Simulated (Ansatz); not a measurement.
System: CoSi.

Input file:

```
crystal:
  lattice:
    - [2.6888170659, 0.0, 0.0]
    - [0.0, 2.6888170659, 0.0]
    - [0.0, 0.0, 2.97602738]
  atoms:
    - { symbol: Co, position: [0.0, 0.0, 0.0], spin: 0.4, spin_axis: [0.0, 0.0, 1.0] }
    - { symbol: Si, position: [0.5, 0.5, 0.5] }
magnetization:
  noncollinear: true
  spin_orbit: true
kpoints:
  mp_grid: { grid: [11, 11, 10] }
scf:
  occupations: { method: fermi_dirac, width: 0.1 }
  convergence: { dr2_threshold: 1.0e-09 }
  max_iter: 120
  lower_state_search: "off"
hamiltonian:
  xc: pbe
  pseudopotentials: { kind: paw_fr }
output:
  eigenvalues: false
  hubbard: { sites: [{ species: Co, l: d }] }
  write_density: true
  write_potential: true
  elf: true
  volumetric_format: npy
```

Command:

```sh
ansatz run input.yaml --threads 3 --pin off --max-ram 6144MiB --backend cpu --events-out ev --progress --plain --runs-dir out
```

Space group P4/mmm; a structure from a database of computed crystals, not necessarily the ambient phase.

Level of theory: DFT, PBE, PAW with Ansatz's default frozen-core files, fully relativistic files with spin-orbit coupling (Ansatz).

What will maps of the valence pseudo-density and electron localisation function show?

Co–Si (2.41 Å): the density is about 0.4 e/Å³ at the midpoint; the ELF peaks at about 0.65 in the valence shell of Si, 0.9 Å from its nucleus, and is about 0.45 at the midpoint.

Metal or insulator at this level of theory?

It is gapless in this calculation (a metal or semimetal).

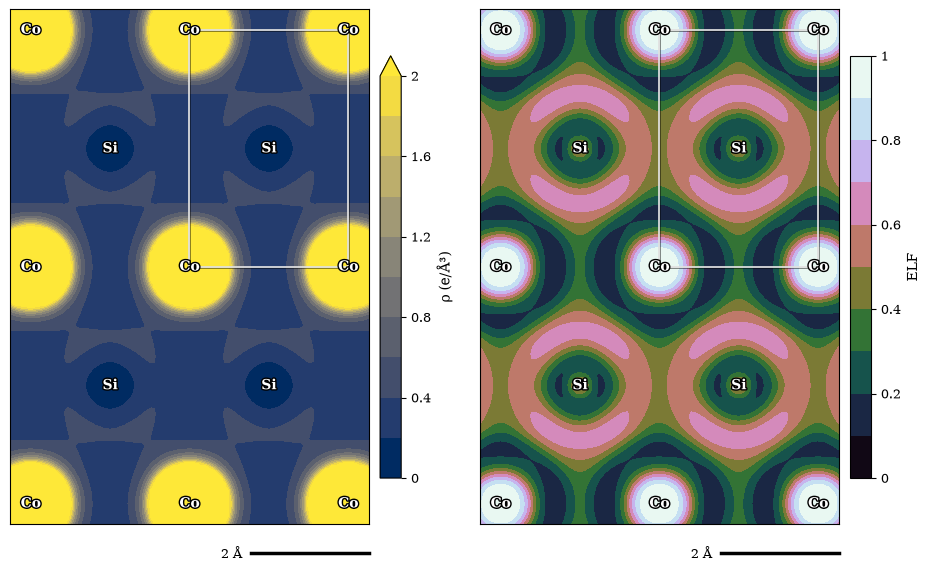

Computed valence pseudo-density and electron localisation function on the (101̄) plane of the calculation cell, in this order. 

Core electrons are frozen (PAW), and the valence fields are smoothed inside the atomic spheres.
